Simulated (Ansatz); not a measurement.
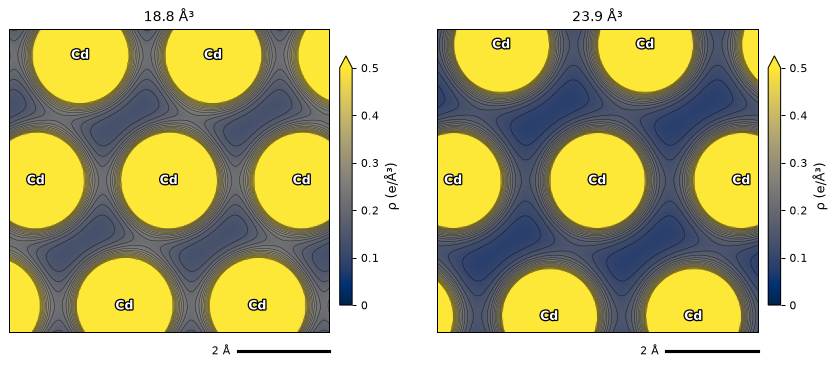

Cd. The valence pseudo-density of cells scaled evenly to different volumes (given per atom above each panel), on the (11̄0) plane of each (indices in the axes of the cell below), at one length scale and on one colour scale.

A generated structure, not necessarily the stable one.

All numbers below come from DFT, PBEsol, plane waves (420 eV) with PAW, scalar-relativistic (Ansatz).

Core electrons are frozen (PAW), and the valence fields are smoothed inside the atomic spheres.

The largest cell:

```xyz
1
Lattice="-1.8149 1.8149 1.8149 1.8149 -1.8149 1.8149 1.8149 1.8149 -1.8149" Properties=species:S:1:pos:R:3 pbc="T T T"
Cd    0.0000    0.0000    0.0000
```

| volume (Å³/atom) | Cd–Cd contact in the plane (Å) | ρ at its midpoint (e/Å³) | 
| --- | --- | --- |
| 18.79 | 2.901 | 0.217 | 
| 21.35 | 3.027 | ? | 
| 23.91 | 3.143 | 0.145 | 

### What values belong in the row with question marks?

Over the known rows ln ρ falls by 1.67 per Å of Cd–Cd distance (the line through the two), which gives 0.176 e/Å³ at 3.027 Å; the calculation gives 0.176 e/Å³.
